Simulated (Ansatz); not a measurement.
# Te: geometry relaxation

System: Te (P3₁21, 3 atoms in the cell).
Method: DFT, PBE, dispersion d3bj, plane waves, PAW, no spin polarisation (Ansatz 0.2.0).

The structure derives from an entry of the Crystallography Open Database. Figures and captions count atoms from 1; the log counts them from 0 in places.

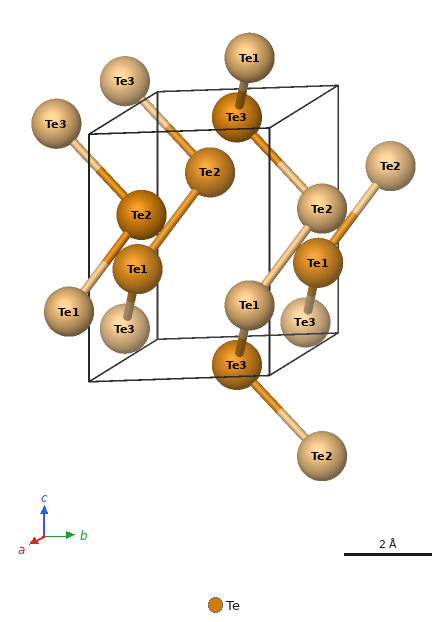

Figure 1. The structure as given in the input (ball-and-stick view of the cell of the calculation, seen slightly off an axis; neighbours outside the cell are drawn fainter; atoms are numbered from 1 in the order of the input). An atom can appear more than once, as a periodic image. Near neighbours in the periodic cell (some may lie outside the picture): Te has 2 Te at 2.89 Å.

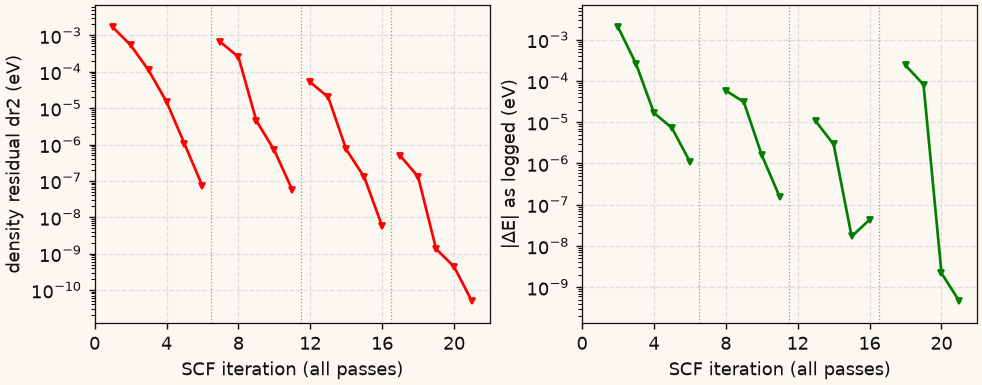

Figure 2. Convergence of the self-consistent field: density residual dr2 and size of the energy change against the SCF iteration. The dotted lines part the SCF passes of the relaxation: geometry steps, rejected trials and re-solves on a re-selected basis. The passes take 6, 5, 5 and 5 iterations.

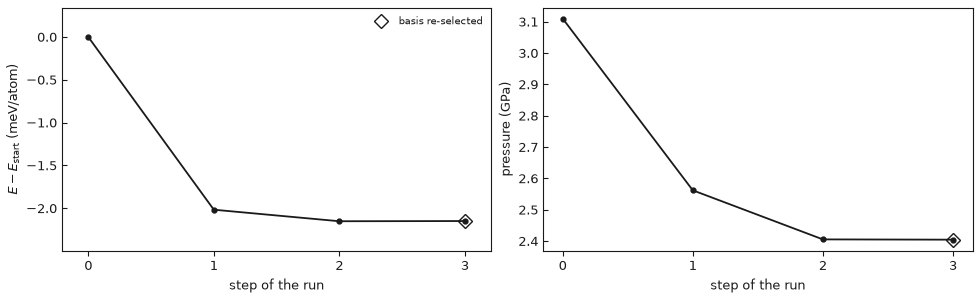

Figure 3. Progress of the relaxation, step by step (the first geometry is step 0 here and step 1 in the log).

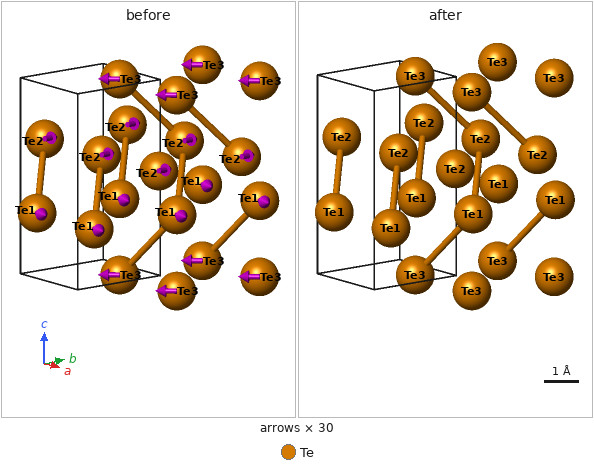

Figure 4. Before (left) and after (right) the relaxation, at one scale (ball-and-stick view of the cell of the calculation, repeated 2 × 2 × 1, seen slightly off an axis). The pink arrows give the displacements (without the part carried along by the change of the cell), magnified 30 times. After 2 geometry steps the energy has fallen by 2.2 meV per atom. The largest force component goes from 0.1 to 0.0025 eV/Å. The pressure goes from 3.11 to 2.40 GPa. The largest moves relative to the cell, 0.022 Å, are those of Te1, Te2 and Te3. The drawn cell changes at constant volume: a = b 4.209 → 4.178 Å (−0.7 %), c 5.905 → 5.990 Å (+1.4 %). Among the contacts that change: Te1–Te2 2.894 → 2.930 Å. The space group stays P3_121 (No. 152). A last SCF at the same geometry on a re-selected plane-wave basis shifts the energy by +0.0 meV per atom. (Atoms are counted from 1 in the order of the input.)

The input and output of the run follow.

Input:
```yaml
crystal:
  lattice:
    - [4.2085241903, 0.0, 0.0]
    - [-2.1042620951, 3.6446888613, 0.0]
    - [0.0, 0.0, 5.9046215515]
  atoms:
    - { symbol: Te, position: [0.2910966011, 0.0, 0.3333333333] }
    - { symbol: Te, position: [0.0, 0.2910966011, 0.6666666667] }
    - { symbol: Te, position: [0.7089033989, 0.7089033989, 0.0] }
basis:
  ecutwfc: 420
kpoints:
  mp_grid: { grid: [6, 6, 4] }
hamiltonian:
  xc: pbe
  dispersion: d3bj
scf:
  occupations: { method: fermi_dirac, width: 0.15 }
output:
  forces: true
  stress: true
  eigenvalues: true
  write_density: true
  write_potential: true
  elf: true
  volumetric_format: npy
relax:
  adjacent_minimum: "off"
  f_tol: 0.01
  max_steps: 30
  cell: { stress_tol: 0.1, fix: [volume] }
```

Run as:
```bash
ansatz run input.yaml --threads 1 --pin off --max-ram 2560MiB --backend cpu --events-out ev --progress --plain --runs-dir out
```

Log:
```
band count auto-derived: 30 (N_el = 48.0; filled up to band 24; 29 by the electrons, moments and atoms)
Engine: ansatz 0.2.0, x86_64-unknown-linux-gnu
Pseudopotentials: kind: paw
Pseudopotential: Te, paw, valence charge 16, recommended cutoff 420 eV (normal), Te.paw.azcp
Functional definition: PBE
  parameter kappa = 0.804
  parameter beta = 0.06672455060314922
  exchange = pbe_x(kappa = kappa, mu = beta*pi^2/3)
  correlation = pbe_c(beta = beta)
Crystal: 3 atoms, lattice volume = 90.570 Å³
Basis set: ecut = 420 eV, 1705 PW (Γ), exchange–correlation on 60×60×80 points (8 copies of the dense FFT grid, shifted against one another)
Bands: 30, of which v1, the nominal top of the filled ones, is band 24 counted from 1 (23 counted from 0)
Symmetry: 6 space group operations
Space group: P3121 (ITA 152), of the structure as read, at distance tolerance 4.5e-5 Å
k-points: 24 of 144 (time reversal used)
Non-local potential: Te, projectors of the file, l = 0: 2, l = 1: 2, l = 2: 2, l = 3: 2
PAW form: soft (Blöchl's): semilocal exchange-correlation on the pseudo side does not see the compensation charge
PAW one-centre angular grid: Te, 590 points (default); XC on 64 Gauss nodes
Initial density: superposition of atomic densities (neutral atoms: chi_scale 0, normalization atom), corrected by the library's trained network
Initial wavefunctions: pseudopotential atomic-orbital guess
Functional: x = pbe(κ = 0.804, μ = 0.2195149727645171), c = pbe(β = 0.06672455060314922)
SCF iter   1: F=—  HF=-20941.146510 eV  |F-HF|=—  |Δ(HF+E_count)|=         —  Δρ=1.60e-3  dr2=1.70e-3  ethr=1.77e-3  ⟨swp⟩=7.3  Hψ=3338  notcnv=0
preconditioner: auto → Kerker (q_TF=auto, 2.454 Å⁻¹)  [metal: Δε(μ)=0.402 eV  Ē_g=9.579 eV  σ=0.150 eV  W_gap=0.45  n_scr=22 (ndim 8)  ℏωp=16.6 eV  f_vac=0.008  D(μ)=0.60/eV (n_scr^D=2)]
SCF iter   2: F=—  HF=-20941.144491 eV  |F-HF|=—  |Δ(HF+E_count)|=   2.02e-3  Δρ=9.37e-4  dr2=5.43e-4  ethr=3.55e-6  ⟨swp⟩=2.2  Hψ=1494  notcnv=0
SCF iter   3: F=—  HF=-20941.144753 eV  |F-HF|=—  |Δ(HF+E_count)|=   2.62e-4  Δρ=3.42e-4  dr2=1.11e-4  ethr=1.13e-6  ⟨swp⟩=2.9  Hψ=1332  notcnv=0
SCF iter   4: F=—  HF=-20941.144769 eV  |F-HF|=—  |Δ(HF+E_count)|=   1.68e-5  Δρ=1.11e-4  dr2=1.50e-5  ethr=2.31e-7  ⟨swp⟩=2.0  Hψ=937  notcnv=0
SCF iter   5: F=—  HF=-20941.144777 eV  |F-HF|=—  |Δ(HF+E_count)|=   7.24e-6  Δρ=2.85e-5  dr2=1.05e-6  ethr=3.13e-8  ⟨swp⟩=2.0  Hψ=1300  notcnv=0
SCF iter   6: F=-20941.144778 eV  HF=-20941.144778 eV  |F-HF|=2.52e-8  |Δ(HF+E_count)|=   1.10e-6  Δρ=9.42e-6  dr2=7.16e-8  ethr=2.08e-10  ⟨swp⟩=9.5  Hψ=5251  notcnv=0
SCF 1 converged in 6 iterations: F = -20941.144778 eV  dr2 = 7.16e-8
  greatest PAW one-centre occupation: 0.998 electrons in one spin orbital (limit 2), on the Te atom at site 2 (counted from 0), in its partial waves of l = 2
relax step   1: F+E_penalty+E_count = -20941.14477775 eV  Δ(F+E_penalty+E_count) = +0.000e0 eV  max|allowed force component| = 1.033e-1 eV/Å  Δτ_max = 0.0000 Å  P = +3.110 GPa  Ω = 90.570 Å³  fix = [volume]  reactions: volume +3.110 GPa  (6 SCF iters, dr2 threshold 1.00e-7 eV, accepted)
Basis set: ecut = 420 eV, 1717 PW (Γ), exchange–correlation on 60×60×80 points (8 copies of the dense FFT grid, shifted against one another)
Initial density: handed on by an earlier stage of this run
Initial wavefunctions: those handed on with the density
iter 1 solved again at ethr=1.33e-6 eV; its pass at ethr=3.10e-3 eV (dr2=6.39e-4 eV) is discarded
SCF iter   1: F=—  HF=-20941.150914 eV  |F-HF|=—  |Δ(HF+E_count)|=         —  Δρ=9.90e-4  dr2=6.57e-4  ethr=1.33e-6  ⟨swp⟩=2.2  Hψ=4346  notcnv=0
preconditioner: auto → Kerker (q_TF=auto, 2.454 Å⁻¹)  [metal: Δε(μ)=0.051 eV  Ē_g=9.548 eV  σ=0.150 eV  W_gap=0.09  n_scr=22 (ndim 8)  ℏωp=16.6 eV  f_vac=0.006  D(μ)=0.72/eV (n_scr^D=2)]
SCF iter   2: F=—  HF=-20941.150855 eV  |F-HF|=—  |Δ(HF+E_count)|=   5.83e-5  Δρ=6.08e-4  dr2=2.57e-4  ethr=1.33e-6  ⟨swp⟩=1.0  Hψ=720  notcnv=0
SCF iter   3: F=—  HF=-20941.150825 eV  |F-HF|=—  |Δ(HF+E_count)|=   3.09e-5  Δρ=6.08e-5  dr2=4.50e-6  ethr=5.36e-7  ⟨swp⟩=2.0  Hψ=937  notcnv=0
SCF iter   4: F=—  HF=-20941.150826 eV  |F-HF|=—  |Δ(HF+E_count)|=   1.59e-6  Δρ=2.16e-5  dr2=6.89e-7  ethr=9.37e-9  ⟨swp⟩=2.8  Hψ=1324  notcnv=0
SCF iter   5: F=-20941.150826 eV  HF=-20941.150826 eV  |F-HF|=7.42e-9  |Δ(HF+E_count)|=   1.53e-7  Δρ=7.43e-6  dr2=5.61e-8  ethr=6.25e-10  ⟨swp⟩=11.7  Hψ=5176  notcnv=0
SCF 2 converged in 5 iterations: F = -20941.150826 eV  dr2 = 5.61e-8
relax step   2: F+E_penalty+E_count = -20941.15082627 eV  Δ(F+E_penalty+E_count) = -6.049e-3 eV  max|allowed force component| = 1.861e-2 eV/Å  Δτ_max = 0.0183 Å  P = +2.562 GPa  Ω = 90.570 Å³  fix = [volume]  reactions: volume +2.562 GPa  (5 SCF iters, dr2 threshold 3.00e-7 eV, accepted)
Basis set: ecut = 420 eV, 1743 PW (Γ), exchange–correlation on 60×60×80 points (8 copies of the dense FFT grid, shifted against one another)
iter 1 solved again at ethr=1.39e-7 eV; its pass at ethr=3.10e-3 eV (dr2=6.69e-5 eV) is discarded
SCF iter   1: F=—  HF=-20941.151243 eV  |F-HF|=—  |Δ(HF+E_count)|=         —  Δρ=2.64e-4  dr2=5.16e-5  ethr=1.39e-7  ⟨swp⟩=3.0  Hψ=4080  notcnv=0
preconditioner: auto → Kerker (q_TF=auto, 2.454 Å⁻¹)  [metal: Δε(μ)=0.064 eV  Ē_g=9.543 eV  σ=0.150 eV  W_gap=0.11  n_scr=22 (ndim 8)  ℏωp=16.6 eV  f_vac=0.006  D(μ)=0.75/eV (n_scr^D=2)]
SCF iter   2: F=—  HF=-20941.151232 eV  |F-HF|=—  |Δ(HF+E_count)|=   1.06e-5  Δρ=1.61e-4  dr2=2.00e-5  ethr=1.07e-7  ⟨swp⟩=1.0  Hψ=720  notcnv=0
SCF iter   3: F=—  HF=-20941.151229 eV  |F-HF|=—  |Δ(HF+E_count)|=   2.89e-6  Δρ=2.17e-5  dr2=7.31e-7  ethr=4.17e-8  ⟨swp⟩=2.2  Hψ=912  notcnv=0
SCF iter   4: F=—  HF=-20941.151230 eV  |F-HF|=—  |Δ(HF+E_count)|=   1.69e-8  Δρ=9.31e-6  dr2=1.28e-7  ethr=1.52e-9  ⟨swp⟩=2.4  Hψ=1120  notcnv=0
SCF iter   5: F=-20941.151230 eV  HF=-20941.151230 eV  |F-HF|=7.01e-9  |Δ(HF+E_count)|=   4.31e-8  Δρ=2.17e-6  dr2=5.67e-9  ethr=1.12e-10  ⟨swp⟩=10.2  Hψ=4785  notcnv=0
SCF 3 converged in 5 iterations: F = -20941.151230 eV  dr2 = 5.67e-9
  greatest PAW one-centre occupation: 0.998 electrons in one spin orbital (limit 2), on the Te atom at site 1 (counted from 0), in its partial waves of l = 2
relax step   3: F+E_penalty+E_count = -20941.15122955 eV  Δ(F+E_penalty+E_count) = -4.033e-4 eV  max|allowed force component| = 2.480e-3 eV/Å  Δτ_max = 0.0038 Å  P = +2.406 GPa  Ω = 90.570 Å³  energy of the carried Pulay correction = -2.772e-18 eV  fix = [volume]  reactions: volume +2.406 GPa  (5 SCF iters, dr2 threshold 5.40e-8 eV, accepted)
Basis set: ecut = 420 eV, 1743 PW (Γ), exchange–correlation on 60×60×90 points (8 copies of the dense FFT grid, shifted against one another)
Initial wavefunctions: pseudopotential atomic-orbital guess (no wavefunctions were taken with the density)
iter 1 solved again at ethr=1.35e-7 eV; its pass at ethr=3.10e-3 eV (dr2=6.48e-5 eV) is discarded
SCF iter   1: F=—  HF=-20941.150903 eV  |F-HF|=—  |Δ(HF+E_count)|=         —  Δρ=1.59e-4  dr2=4.93e-7  ethr=1.35e-7  ⟨swp⟩=3.2  Hψ=5079  notcnv=0
preconditioner: auto → Kerker (q_TF=auto, 2.454 Å⁻¹)  [metal: Δε(μ)=0.063 eV  Ē_g=9.543 eV  σ=0.150 eV  W_gap=0.10  n_scr=22 (ndim 8)  ℏωp=16.6 eV  f_vac=0.006  D(μ)=0.75/eV (n_scr^D=2)]
SCF iter   2: F=—  HF=-20941.151142 eV  |F-HF|=—  |Δ(HF+E_count)|=   2.38e-4  Δρ=8.07e-5  dr2=1.30e-7  ethr=1.03e-9  ⟨swp⟩=2.1  Hψ=1224  notcnv=0
SCF iter   3: F=—  HF=-20941.151223 eV  |F-HF|=—  |Δ(HF+E_count)|=   8.15e-5  Δρ=1.04e-6  dr2=1.34e-9  ethr=2.70e-10  ⟨swp⟩=1.9  Hψ=776  notcnv=0
SCF iter   4: F=—  HF=-20941.151223 eV  |F-HF|=—  |Δ(HF+E_count)|=   2.18e-9  Δρ=5.25e-7  dr2=4.36e-10  ethr=1.00e-12  ⟨swp⟩=9.7  Hψ=4315  notcnv=0
SCF iter   5: F=-20941.151223 eV  HF=-20941.151223 eV  |F-HF|=4.00e-11  |Δ(HF+E_count)|=  4.51e-10  Δρ=1.98e-7  dr2=4.85e-11  ethr=1.00e-12  ⟨swp⟩=5.0  Hψ=3326  notcnv=0
SCF 4 converged in 5 iterations: F = -20941.151223 eV  dr2 = 4.85e-11
relax step   4: F+E_penalty+E_count = -20941.15122329 eV  Δ(F+E_penalty+E_count) = +6.262e-6 eV  max|allowed force component| = 2.452e-3 eV/Å  Δτ_max = 0.0000 Å  P = +2.405 GPa  Ω = 90.570 Å³  fix = [volume]  reactions: volume +2.405 GPa  stress off target by 1.61e-2 GPa on what of the cell is left free  SCF on the basis re-selected at this cell (its energy is not comparable with the rows above)  (5 SCF iters)
basis re-selected at this cell: Δ(F+E_penalty+E_count) = +6.262e-6 eV, ΔP = -0.001 GPa vs the last step (what re-selecting the basis moved, of the pressure what is left beyond the Pulay correction that the steps carried, after the strain that the cell walked since its last selection, with what the two solves' SCF thresholds leave and, on support functions, any second-order correction that the steps lacked; it is no measure of the basis error at this ecutwfc). The dense FFT grid was sized anew with the basis: this SCF ran on 30×30×45 points, the steps before it on 30×30×40, so part of this shift can come from that change (see relax.cell in the input reference). This SCF's stress stands 1.61e-2 GPa from its target on what of the cell is left free (relax.cell.stress_tol is 1.00e-1 GPa) and its largest allowed force component is 2.45e-3 eV/Å (relax.f_tol is 1.00e-2 eV/Å): within both
SCF converged after 5 iterations
Free energy (F): -20941.151223 eV
Harris-Foulkes:  -20941.151223 eV  (|F-HF|=4.00e-11)
Internal energy: -20941.084935 eV  (E = F + TS)
E sigma→0 (E₀):  -20941.118079 eV
Entropy (-TS):   -0.066289 eV (-22.096 meV/atom)
Fermi energy:    10.633341 eV
--- Per-component energies (eV) ---
  E_band       = -720.022397
  E_kinetic    = 543.097572
  E_local      = -3432.790666  (includes V_loc(G=0)·N_el)
  E_nonlocal   = -931.292373
  E_hartree    = 2276.159480
  E_xc         = -373.921008
  E_vxc        = -313.709188  (∫ρ·V_xc dr)
  E_paw        = -13985.689537  (= ΣΔE_a)
  E_vpaw       = -1137.646284  (= ΣTr[D̂ρ^β])
  E_aug_tail   = -0.000562  (compensation charges beyond the density's cutoff)
  E_ewald      = -5035.186978
  E_disp       = -1.460863  (pairwise vdW)
  E_smearing   = -0.066289  (= −TS)
  E_closure    = -0.000000  (closes the sum)
  Σ components = -20941.151223   (vs F -20941.151223, Δ=0.00e0)
--- Forces (eV/Å), atoms counted from 1 ---
  atom   1  Te     0.00245201    -0.00000000    -0.00000000
  atom   2  Te    -0.00122601     0.00212350     0.00000000
  atom   3  Te    -0.00122601    -0.00212350     0.00000000
  max |Σ_I F_I| component: 7.81e-18 eV/Å
--- Stress (GPa, compression-positive) ---
        2.396625       0.000000      -0.000000
        0.000000       2.396625       0.000000
       -0.000000       0.000000       2.420809
  P = ⅓ Tr σ = 2.4047 GPa (24.047 kbar)
--- Band table (eV; the first three rows and the last of 24) ---
  k-point 0: bands = ["-26.9234", "-26.9234", "-26.8848", "-26.8848", "-26.8803", "-26.8208", "-26.7935", "-26.7935", "-26.7905", "-26.7640", "-26.7529", "-26.7529", "-26.7329", "-26.7305", "-26.7305", "-3.6103", "-0.0952", "-0.0952", "7.8935", "8.2325", "8.2325", "8.8422", "8.8422", "9.3117", "11.7481", "11.7481", "12.5699", "15.4245", "15.4245", "16.8404"]
  k-point 1: bands = ["-26.9326", "-26.9071", "-26.8918", "-26.8825", "-26.8744", "-26.8336", "-26.7951", "-26.7916", "-26.7904", "-26.7623", "-26.7546", "-26.7535", "-26.7406", "-26.7269", "-26.7214", "-3.3776", "-1.5695", "1.5290", "7.0918", "7.9333", "8.1902", "9.1430", "9.5112", "9.6366", "11.2571", "11.2909", "11.9916", "14.4479", "16.0728", "16.2223"]
  k-point 2: bands = ["-26.9352", "-26.8944", "-26.8908", "-26.8908", "-26.8573", "-26.8573", "-26.7940", "-26.7940", "-26.7889", "-26.7584", "-26.7584", "-26.7544", "-26.7447", "-26.7199", "-26.7199", "-2.6877", "-2.6877", "2.4815", "6.2263", "8.0336", "8.0336", "9.5347", "9.9944", "9.9944", "10.7814", "11.0577", "11.0577", "14.1105", "15.7427", "15.7427"]
  k-point 23: bands = ["-26.9330", "-26.8886", "-26.8886", "-26.8853", "-26.8520", "-26.8520", "-26.7970", "-26.7970", "-26.7820", "-26.7643", "-26.7540", "-26.7540", "-26.7465", "-26.7465", "-26.7105", "-1.1292", "-1.1292", "-0.2117", "4.8698", "4.8698", "4.8856", "9.8462", "10.5781", "10.6416", "10.6416", "11.2797", "11.2797", "16.9280", "17.0583", "17.0583"]
--- Relaxed structure (3 steps of the walk, 3 accepted, 1 SCFs on fresh bases) ---
  F+E_penalty+E_count = -20941.15122329 eV   max|allowed force component| = 2.452e-3 eV/Å   (the final SCF, on the basis selected at the relaxed cell)
  cell:  # Å, volume = 90.5696 Å³
    - [4.178495053224971, -2.8661675299715846e-11, -1.464067661743177e-18]
    - [-2.0892475265876644, 3.6186828656947663, 9.894388779396486e-19]
    - [-2.0541085371983795e-18, 4.1701210893059567e-19, 5.989794714388136]
  atoms:
    - { symbol: Te, position: [0.2963355463617906, 5.338771377650179e-19, 0.33333333333333337] }
    - { symbol: Te, position: [2.893141287736147e-19, 0.2963355463617907, 0.6666666666666667] }
    - { symbol: Te, position: [0.7036644536382095, 0.7036644536382094, 5.536299624978945e-21] }
```

Trajectory as extended XYZ (Å, eV, eV/Å), 4 frames, from step=1 to step=4:
```
3
Lattice="4.2085 0.0000 0.0000 -2.1043 3.6447 0.0000 0.0000 0.0000 5.9046" Properties=species:S:1:pos:R:3:forces:R:3 step=1 energy=-20941.14478 pressure_GPa=3.11
Te    1.2251    0.0000    1.9682    0.1033   0.0000   0.0000
Te   -0.6125    1.0610    3.9364   -0.0516   0.0894   0.0000
Te    1.4917    2.5837    0.0000   -0.0516  -0.0894   0.0000
3
Lattice="4.1872 0.0000 0.0000 -2.0936 3.6262 0.0000 0.0000 0.0000 5.9649" Properties=species:S:1:pos:R:3:forces:R:3 step=2 energy=-20941.15083 pressure_GPa=2.56
Te    1.2371    0.0000    1.9883    0.0186   0.0000   0.0000
Te   -0.6185    1.0713    3.9766   -0.0093   0.0161   0.0000
Te    1.4751    2.5549    0.0000   -0.0093  -0.0161   0.0000
3
Lattice="4.1785 0.0000 0.0000 -2.0892 3.6187 0.0000 0.0000 0.0000 5.9898" Properties=species:S:1:pos:R:3:forces:R:3 step=3 energy=-20941.15123 pressure_GPa=2.41
Te    1.2382    0.0000    1.9966    0.0025   0.0000   0.0000
Te   -0.6191    1.0723    3.9932   -0.0012   0.0021   0.0000
Te    1.4701    2.5463    0.0000   -0.0012  -0.0021   0.0000
3
Lattice="4.1785 0.0000 0.0000 -2.0892 3.6187 0.0000 0.0000 0.0000 5.9898" Properties=species:S:1:pos:R:3:forces:R:3 step=4 energy=-20941.15122 pressure_GPa=2.40
Te    1.2382    0.0000    1.9966    0.0025   0.0000   0.0000
Te   -0.6191    1.0723    3.9932   -0.0012   0.0021   0.0000
Te    1.4701    2.5463    0.0000   -0.0012  -0.0021   0.0000
```

Key numbers:

| quantity | value |
| --- | --- |
| outcome | converged |
| space group (tolerance 0.01 Å) | P3₁21 (152) |
| electrons treated | 48 |
| free energy | −20941.1512 eV |
| Fermi energy | 10.633 eV |
| gap on the k-point mesh | none (metallic) |
| pressure | 2.40 GPa |
| final volume | 90.57 Å³ |
| largest force (length of the vector) at the end | 0.002 eV/Å |
| final cell | a = 4.178 Å, b = 4.178 Å, c = 5.990 Å, α = 90.00°, β = 90.00°, γ = 120.00° |
| hardware | 1 thread of Intel Xeon (Sapphire Rapids), 64 GiB of memory available, shared host |
| wall time | 16 s |
| peak memory | 0.4 GiB |

Remarks:

Settings chosen away from the usual ones: volume x 0.94, shape and atoms relaxed. These settings are looser than, or depart from, a standard set-up, so the numbers are not reference values for this system. Results for this metal are sensitive to the k-point mesh.
